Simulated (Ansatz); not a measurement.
AlN

The calculation's input:

```
crystal:
  lattice:
    - [3.1205481, 0.0, 0.0]
    - [-1.5602741, 2.7024739, 0.0]
    - [0.0, 0.0, 20.2232733]
  atoms:
    - { symbol: Al, position: [0.3333333, 0.6666667, 0.827538] }
    - { symbol: Al, position: [0.0, 0.0, 0.701994] }
    - { symbol: Al, position: [0.6666667, 0.3333333, 0.328543] }
    - { symbol: Al, position: [0.6666667, 0.3333333, 0.577495] }
    - { symbol: Al, position: [0.0, 0.0, 0.453001] }
    - { symbol: Al, position: [0.3333333, 0.6666667, 0.077497] }
    - { symbol: Al, position: [0.0, 0.0, 0.203045] }
    - { symbol: Al, position: [0.6666667, 0.3333333, 0.953033] }
    - { symbol: "N", position: [0.6666667, 0.3333333, 0.047229] }
    - { symbol: "N", position: [0.6666667, 0.3333333, 0.671697] }
    - { symbol: "N", position: [0.3333333, 0.6666667, 0.922257] }
    - { symbol: "N", position: [0.0, 0.0, 0.297769] }
    - { symbol: "N", position: [0.0, 0.0, 0.796732] }
    - { symbol: "N", position: [0.0, 0.0, 0.547198] }
    - { symbol: "N", position: [0.3333333, 0.6666667, 0.172244] }
    - { symbol: "N", position: [0.6666667, 0.3333333, 0.422729] }
basis:
  ecutwfc: 420
kpoints:
  mp_grid: { grid: [12, 12, 2] }
hamiltonian:
  xc: pbe
scf:
  occupations: { method: gaussian, width: 0.02 }
output:
  forces: true
  stress: true
  eigenvalues: true
  write_density: true
  write_potential: true
  elf: true
  volumetric_format: npy
relax:
  adjacent_minimum: "off"
  f_tol: 0.01
  max_steps: 80
  cell: { stress_tol: 0.05 }
```

Launched as:

```sh
ansatz run input.yaml --threads 4 --pin off --max-ram 8192MiB --backend cpu --events-out ev --progress --plain --runs-dir out
```

Below, planes, directions and counts refer to the conventional cell (a = 3.12 Å, b = 3.12 Å, c = 20.22 Å, α = 90.00°, β = 90.00°, γ = 120.00°).

The fields are those of the relaxed geometry.

Space group P3m1; a structure generated by program, which may or may not match a known phase.

Method: DFT PBE, scalar-relativistic, plane waves, PAW in Ansatz 0.2.0.

In a PAW calculation such maps are meaningful between the atoms, not at the nuclei.

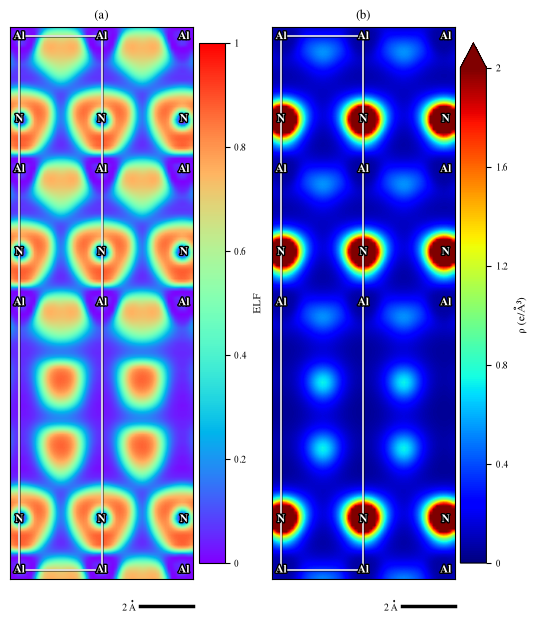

Figure 1. (a) electron localisation function; (b) valence pseudo-density on the (010) plane of the conventional cell.

**Describe what can be read from this map.**

- The plane passes through Al and N nuclei.
- Atoms just off the plane (Al, 0.9 Å away and N, 0.9 Å away) can leave unmarked features too.
- Al–N (1.92 Å): ρ is about 0.66 e/Å³ halfway; the ELF peaks at about 0.90 in the valence shell of N, 0.8 Å from its nucleus, and is about 0.90 at the midpoint.
- Between the atoms the lowest density in this plane is 0.04 e/Å³.

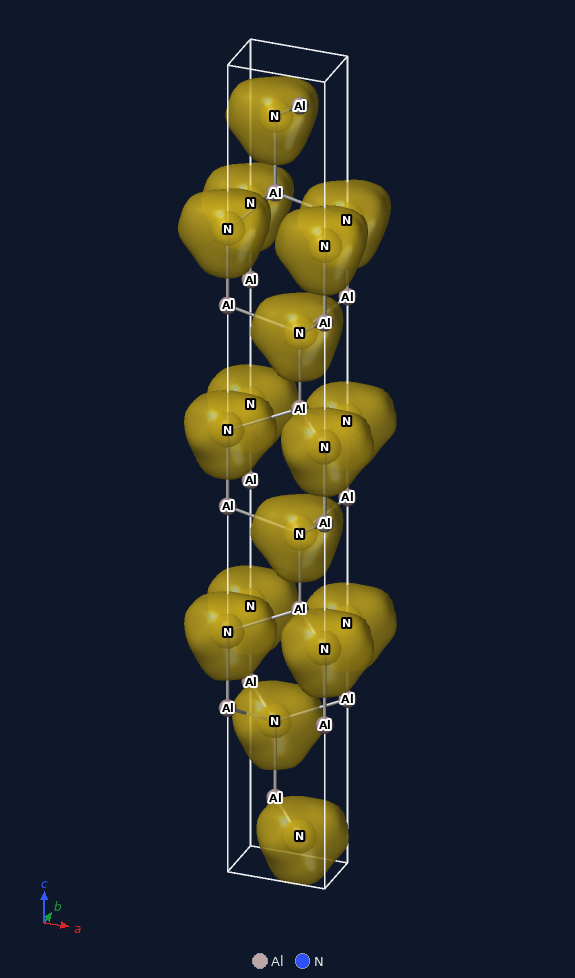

Figure 2. Isosurface of the ELF at 0.65 (yellow), seen slightly off an axis. Core shells and regions of very low density are left out. Sticks mark near contacts.

**What do the ELF domains correspond to?**

The surface consists of eight regions on N in which the atom's valence shell and bonds are merged, counted in one cell of 16 atoms. Any copies at cell faces, edges or corners count once.


Al–N (1.90 Å): the ELF peaks at about 0.90 between the atoms, as expected for a shared but strongly polarised pair.

**Does the calculation make it a metal, or give it a gap?**

It is gapped, with a Kohn–Sham gap of 3.8 eV on the k-point mesh, an upper bound to the gap of this method.
